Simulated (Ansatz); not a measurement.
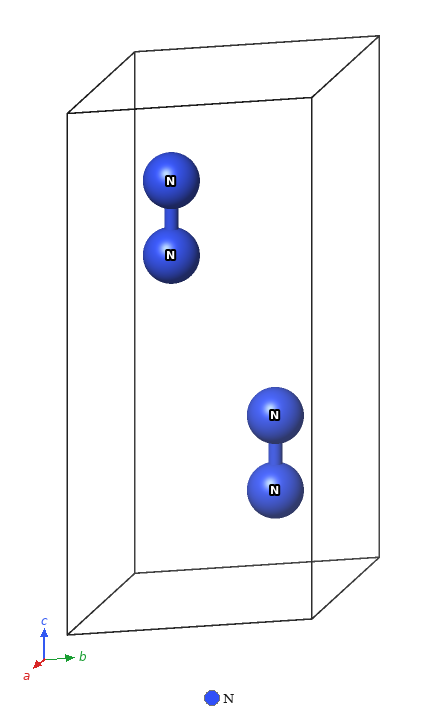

The figure gives a ball-and-stick picture of the atoms, viewed slightly off an axis. The box is the conventional unit cell; atoms on or close to its faces, edges and corners are drawn wherever they repeat.

N, space group P6_3/mmc (No. 194), a = 3.580 Å, b = 3.580 Å, c = 7.642 Å, α = 90.00°, β = 90.00°, γ = 120.00°. Starting structure: a structure listed in the Materials Project. Earlier steps of the study may have refined or changed the cell and positions. It went into a calculation with Ansatz.

This one geometry was computed with Ansatz (DFT, plane waves, PAW) at six levels of theory: LC-wPBE, LDA, r2SCAN, HSE06, PBE0 and r2SCAN0.

Which level gives the highest pressure at this volume, and what does that say about its equilibrium volume?

Answer. Highest: r2SCAN (0.3 GPa), which points to the largest equilibrium volume. Lowest, with the smallest volume: r2SCAN0 (-1.9 GPa). Levels within 0.5 GPa of each other can't be told apart.

How does the band gap change with the level of theory?

Answer. LDA: a gap of 6.90 eV, indirect; r2SCAN: a gap of 7.74 eV, indirect; HSE06: a gap of 9.37 eV, indirect; PBE0: a gap of 10.17 eV, indirect; r2SCAN0: a gap of 10.59 eV, indirect; LC-wPBE: a gap of 15.61 eV, indirect.

Collect the results in a table.

Answer.
| level | cutoff (eV) | k-mesh of the run's cell | gap (eV) | pressure (GPa) |
| --- | --- | --- | --- | --- |
| LC-wPBE | 420 | 6×6×2 | 15.61 | -0.8 |
| LDA | 420 | 12×12×4 | 6.90 | -0.4 |
| r2SCAN | 500 | 12×12×4 | 7.74 | 0.3 |
| HSE06 | 420 | 6×6×2 | 9.37 | -0.3 |
| PBE0 | 420 | 6×6×2 | 10.17 | -0.4 |
| r2SCAN0 | 500 | 6×6×2 | 10.59 | -1.9 |

Gaps are taken on the k-mesh or band path of each run.
